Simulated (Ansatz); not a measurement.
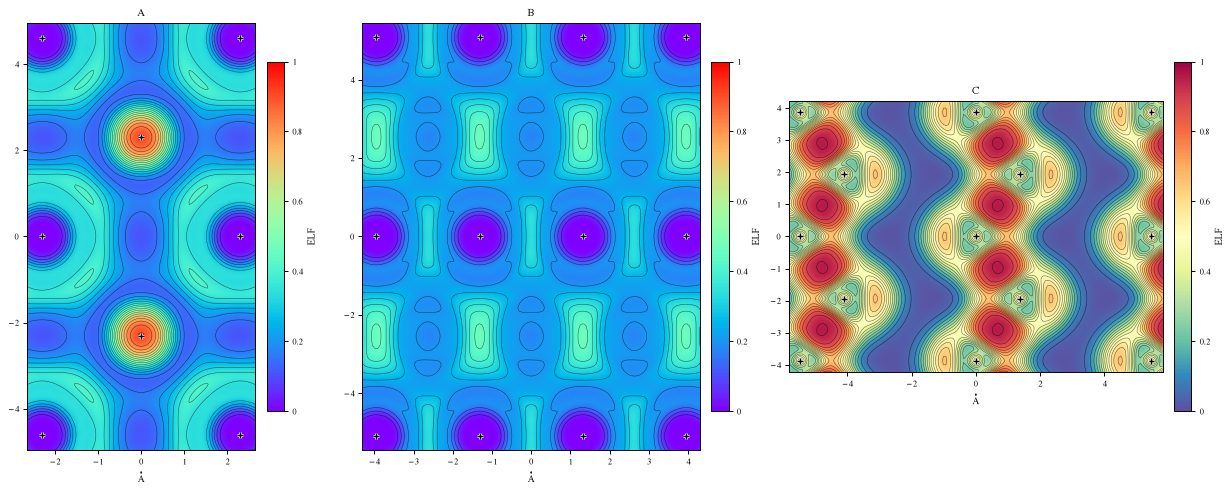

The ELF of 3 systems, each on a plane through atoms (crosses mark nuclei in the plane).

All numbers below come from DFT PBE, scalar-relativistic, plane waves, PAW (Ansatz 0.2.0).

System 1: Zn, the (010) plane of the conventional cell. Space group P6₃/mmc; a structure from a database of computed crystals, not necessarily the ambient phase.

```xyz
2
Lattice="2.6354 0.0000 0.0000 -1.3177 2.2823 0.0000 0.0000 0.0000 5.0918" Properties=species:S:1:pos:R:3 pbc="T T T"
Zn    0.0000    1.5216    1.2730
Zn    1.3177    0.7608    3.8189
```

System 2: MnSn₃, the (001) plane of the conventional cell. Space group Pm-3m; started from the Cu3Au (L1_2) prototype, which need not be the ambient phase; spin-polarised.

```
Sn Mn
1.0
     4.60277    0.00000    0.00000
     0.00000    4.60277    0.00000
     0.00000    0.00000    4.60277
Sn Mn
3 1
Direct
  0.00000 0.50000 0.50000
  0.50000 0.00000 0.50000
  0.50000 0.50000 0.00000
  0.00000 0.00000 0.00000
```

System 3: Si, the (110) plane of the conventional cell. Space group Fd-3m; a structure from a database of computed crystals, not necessarily the ambient phase.

```xyz
8
Lattice="5.4701 0.0000 0.0000 0.0000 5.4701 0.0000 0.0000 0.0000 5.4701" Properties=species:S:1:pos:R:3 pbc="T T T"
Si    1.3675    1.3675    1.3675
Si    4.1026    4.1026    1.3675
Si    4.1026    1.3675    4.1026
Si    1.3675    4.1026    4.1026
Si    0.0000    0.0000    0.0000
Si    2.7350    2.7350    0.0000
Si    2.7350    0.0000    2.7350
Si    0.0000    2.7350    2.7350
```

Which map belongs to which system?

Panel A is system 2, MnSn₃: the plane holds Sn and Mn. Mn–Sn (3.25 Å): the ELF is about 0.35 at the midpoint: no localised pair shows between them. Panel B is system 1, Zn: the plane holds Zn. Zn–Zn (2.64 Å): the ELF is about 0.35 at the midpoint. Panel C is system 3, Si: the plane holds Si. Si–Si (2.37 Å): the ELF peaks at about 0.95 between the atoms; a covalent bond.
